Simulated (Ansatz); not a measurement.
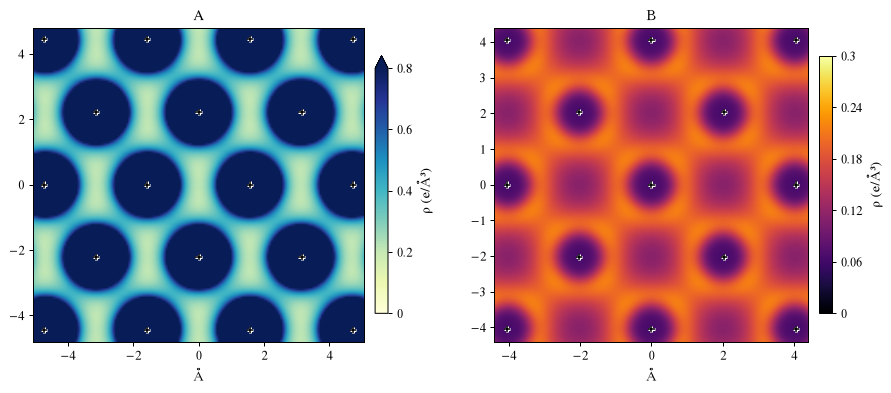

The valence charge density (pseudo) of 2 systems, each on a plane through atoms (crosses mark nuclei in the plane).

The calculation used Ansatz, Kohn-Sham DFT of a periodic cell, PBE, Ansatz PAW.

System 1: Pt, the (101̄) plane of the conventional cell. Space group Im-3m; a structure from a database of computed crystals, not necessarily the ambient phase; computed pressure about 4 GPa in this cell.

```xyz
2
Lattice="3.1472 0.0000 0.0000 0.0000 3.1472 0.0000 0.0000 0.0000 3.1472" Properties=species:S:1:pos:R:3 pbc="T T T"
Pt    0.0000    0.0000    0.0000
Pt    1.5736    1.5736    1.5736
```

System 2: Al, the (001) plane of the conventional cell. Space group Fm-3m.

```
Al
1.0
     4.04961    0.00000    0.00000
     0.00000    4.04961    0.00000
     0.00000    0.00000    4.04961
Al
4
Cartesian
  0.0000 0.0000 0.0000
  2.0248 2.0248 0.0000
  2.0248 0.0000 2.0248
  0.0000 2.0248 2.0248
```

Which map belongs to which system?

Panel A is system 1, Pt: the plane holds Pt. Pt–Pt (2.73 Å): ρ at the midpoint is about 0.4 e/Å³. Panel B is system 2, Al: the plane holds Al. Al–Al (2.86 Å): ρ at the midpoint is about 0.2 e/Å³.
